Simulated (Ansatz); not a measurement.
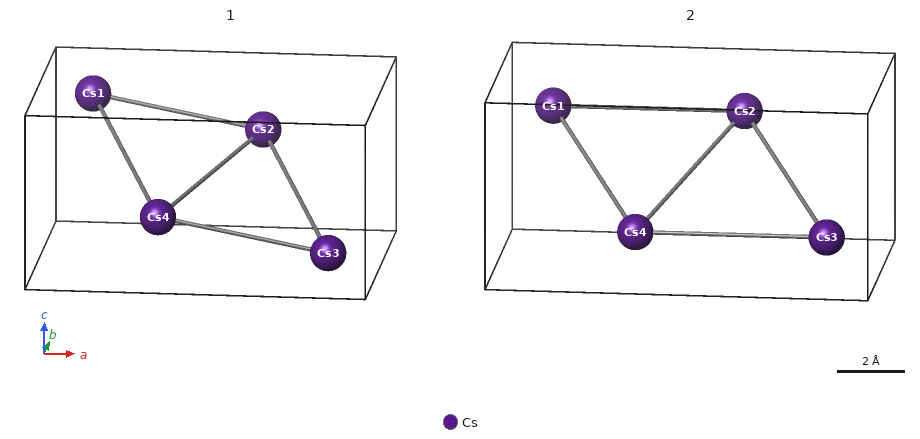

Two geometries of a crystal of Cs (set up in Pnma), drawn at one scale. One is the start of a relaxation, the other its converged end. The picture is a ball-and-stick view of the cell of the calculation, seen from a free direction.

These are results of DFT r2SCAN, scalar-relativistic, plane waves, PAW in Ansatz, not measurements. Set-up: plane-wave cutoff 500 eV; k-point mesh 4 × 6 × 8; occupations gaussian; smearing width 0.1 eV; no spin polarisation; cell and atoms relaxed; force threshold 0.005 eV/Å; at most 80 steps.

Question: Which of the two is the end point?

Answer: Structure 2 is the relaxed one. The largest moves relative to the cell, 0.53 Å, are those of Cs1, Cs2, Cs3 and Cs4. Cs3 goes roughly along +c. The drawn cell changes as follows: a 10.367 → 11.659 Å (+12.5 %), b 8.238 → 7.260 Å (−11.9 %), c 5.444 → 5.845 Å (+7.4 %); the volume changes by +6.4 %. Among the contacts that change: Cs1–Cs3 6.171 → 5.494 Å, Cs1–Cs2 5.274 → 5.829 Å, Cs1–Cs1 5.444 → 5.845 Å, Cs1–Cs3 (another image) 5.245 → 5.499 Å. The space group (tolerance 0.01 Å) goes from Pnma (No. 62) to Immm (No. 71). After 11 accepted moves (12 points after the start) the energy has fallen by 40.0 meV per cell of the calculation. Largest force component: 0.0099 eV/Å at the start, 0.00028 eV/Å at the end. The pressure goes from 0.14 to 0.00 GPa. The SCF was repeated once at an unchanged geometry on a basis and grid sized afresh for the cell, which shifted the energy by 0.2 meV per cell of the calculation at most.
